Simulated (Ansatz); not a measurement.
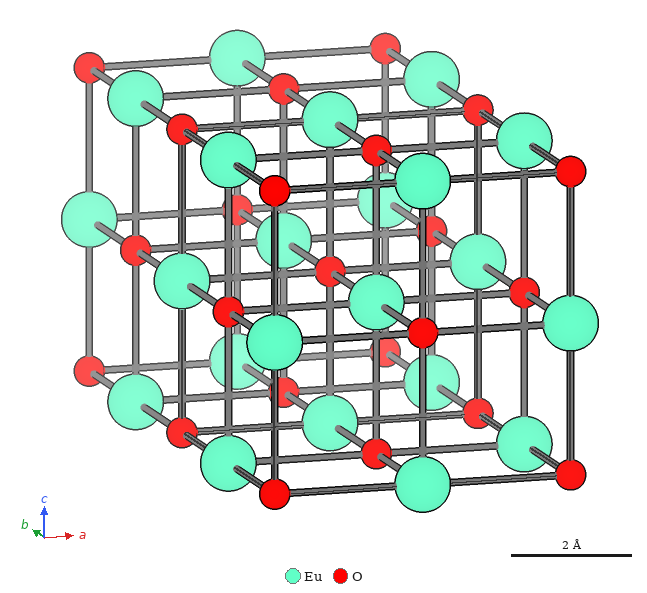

Structure drawing (ball-and-stick), viewed slightly off an axis. The conventional unit cell (solid box) is repeated to 1×2×1 cells.

It has the composition EuO. The lattice is face-centred cubic and the space group Fm-3m (No. 225). Type of structure: rock salt (NaCl type). The cell holds 8 atoms (4 Eu, 4 O), Z = 4. Around each Eu lie six O in an octahedral arrangement at about 2.6 Å. Each O has six Eu in an octahedral arrangement at about 2.6 Å. The bonds build a three-dimensional framework.

The structure comes from a structure type known for this compound. Earlier steps of the study, as a rule a relaxation of our own, may have changed the cell and positions, so they can lie some per cent off the listed ones. It was the input of a calculation with Ansatz.
